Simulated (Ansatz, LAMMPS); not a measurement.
# Settings and their price: glassy 65P2O5-35BaO (mol %) (89 atoms)

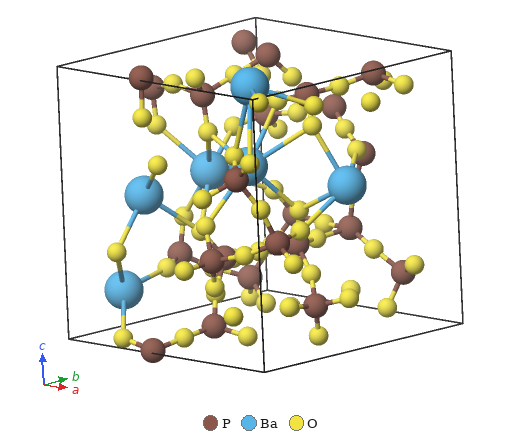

The cell (phosphorus brown, barium blue, oxygen yellow). Bonds to atoms that aren't drawn are left out. Some periodic images of atoms are drawn too.

Density of this cell: 3.01 g/cm³. The cell holds 89 atoms: 22 P, 6 Ba and 61 O. Its edges and angles: a = 11.103 Å, b = 11.103 Å, c = 11.103 Å, α = 90.0°, β = 90.0°, γ = 90.0°. 89 atoms (22 P, 6 Ba, 61 O) placed at random at 3.09 g/cm³, melted at 4000 K for 10 ps at fixed volume with the Morse and Coulomb pair potential with partial charges (Pedone, Malavasi, Menziani, Cormack and Segre, J. Phys. Chem. B 110, 11780 (2006)). Quenched from 4000 K to 300 K at 10 K/ps and fixed volume, held 10 ps at zero pressure.

Geometry: as built.

Reference run: Kohn-Sham DFT, PBE, PAW (set soft_2), plane waves (Ansatz 0.2.0), cutoff 420 eV, Γ point, fermi-dirac smearing of 0.05 eV.

- r.m.s. force component: 1.42 eV/Å
- pressure: 1.78 GPa
- gap (highest filled to lowest empty level): 2.147 eV
- SCF cycles: 10
- time: 21 s on 4 threads of Arm Neoverse V2, shared host

Q: Estimate how much each variant changes the results, and its time and memory.
- support functions low
- support functions medium
- support functions medium, spacing 0.33 Å
- support functions medium, spacing 0.275 Å

Each row is set against the plane-wave reference (Kohn-Sham DFT, PBE, PAW (set soft_2), plane waves; r.m.s. force component 1.42 eV/Å). Energies are set beside the reference only for runs with its functional, potentials and electron count. Times are for 4 threads of Arm Neoverse V2, shared host. The reference's time includes the DOS, the stress and grids, which some other runs skip.

| run | Δ force, r.m.s. (meV/Å) | share of r.m.s. force (%) | Δ energy (meV/atom) | Δ gap (eV) | cycles | time | host memory (GiB) |
| --- | --- | --- | --- | --- | --- | --- | --- |
| reference | - | - | - | - | 10 | 21 s | 1.7 |
| support functions low | 1.20 | 0.0847 | -5.30 | -3.0e-4 | 15 | 1.7 min | 3.3 |
| support functions medium | 1.03 | 0.0729 | -5.32 | -9.0e-4 | 17 | 2.7 min | 4.9 |
| support functions medium, spacing 0.33 Å | 48.4 | 3.41 | 18.7 | -0.0058 | 16 | 55 s | 2.0 |
| support functions medium, spacing 0.275 Å | 3.86 | 0.272 | -8.11 | -5.0e-4 | 16 | 82 s | 2.5 |

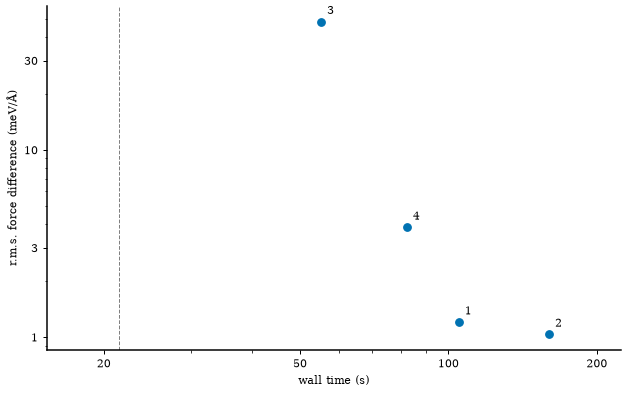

Force difference from the reference against wall time; the dashed line marks the reference's time. Points: 1 support functions low; 2 support functions medium; 3 support functions medium, spacing 0.33 Å; 4 support functions medium, spacing 0.275 Å.

Among numerical settings the force difference runs from 1.0 meV/Å (support functions medium) to 48 meV/Å (support functions medium, spacing 0.33 Å). At 89 atoms the fastest of the runs at a preset level, support functions low, takes roughly 4.9 times the time of plane waves (whose run also made extra analyses, so the like-for-like ratio is larger), in 15 SCF cycles against 10. Differences between support functions and plane waves include what basis error the plane-wave run still has. 

[Hosts, paths, dates, database ids (printed as entryN), source tags and the programs' standing remarks are cut or masked in the printed files.]
